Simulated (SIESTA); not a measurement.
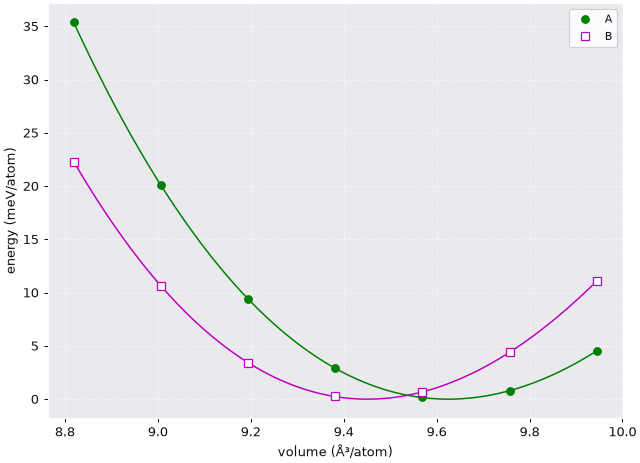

Plotted: energy against volume, with one curve for each functional, for MgO₂ (space group Pa-3). The labels are replaced by letters. In alphabetical order the cases are: PBEsol; PBEsol + D3(BJ).

Calculation (SIESTA 5.4.2): DFT in numerical atomic orbitals with pseudopotentials, no spin polarisation; energies at scaled volumes of the given cell, shape and fractions fixed, counted from the fit's minimum, third-order Birch-Murnaghan fit. All runs: no spin polarisation.

```
       setting                                                                     value
   occupations                                                               Fermi–Dirac
smearing width                                                                   0.05 eV
    potentials  PseudoDojo 0.4 standard, converted to PSML, two zetas on semicore shells
```

Which letter stands for which functional?

A: PBEsol; B: PBEsol + D3(BJ).

Limits of the calculation: mulliken charges of long orbitals; shape and atomic fractions are frozen while scaling, which makes layered, chain and framework solids too stiff.
